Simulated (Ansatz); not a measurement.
Structure data:

```yaml
crystal:
  lattice:
    - [4.69915, 0.00000, 0.00000]
    - [-2.34957, 4.06958, 0.00000]
    - [0.00000, 0.00000, 7.51000]
  atoms:
    - { symbol: K, position: [0.33333, 0.66667, 0.25000] }
    - { symbol: K, position: [0.66667, 0.33333, 0.75000] }
```

Interpret the file: composition, symmetry and coordination.

The element is potassium. Its lattice is primitive hexagonal, its space group P6_3/mmc (No. 194). Type of structure: hexagonal close-packed (Mg type). The cell holds two atoms.

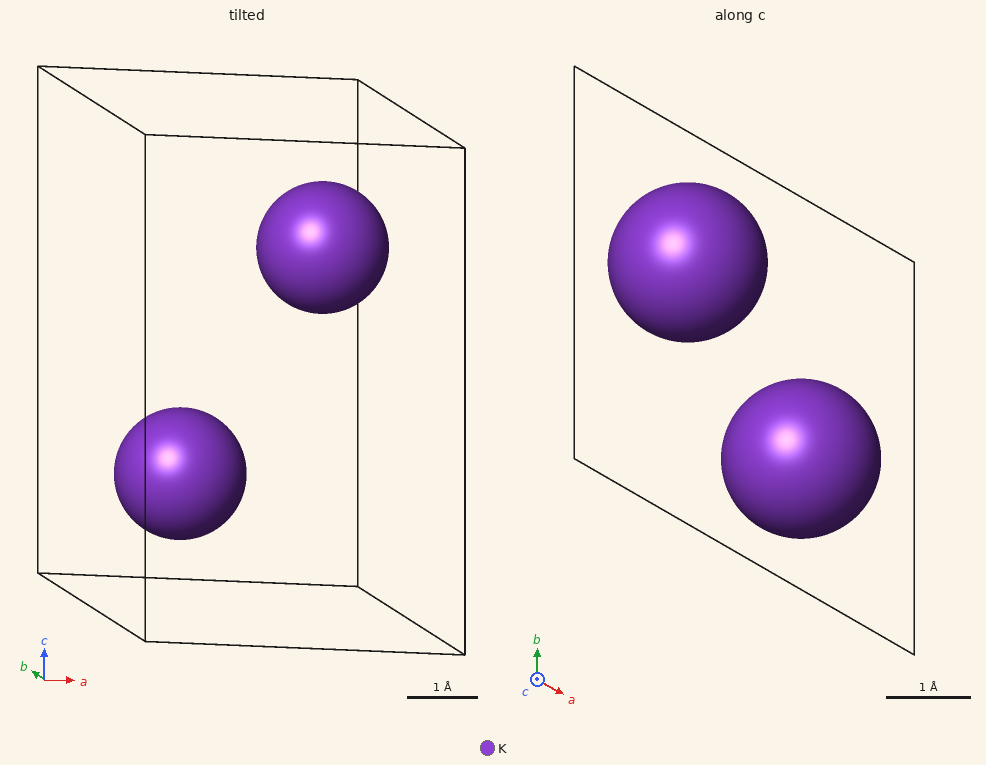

A spheres-only rendering, viewed slightly off an axis and along the c axis. The box is the conventional unit cell; atoms on or close to its faces, edges and corners are drawn wherever they repeat. Colours: potassium purple.

It goes back to a structure listed in the Materials Project, with elements exchanged, so it need not be a known form of the compound. The geometry comes from a coarse first relaxation with DFT r2SCAN, scalar-relativistic, plane waves, PAW in Ansatz 0.2.0.
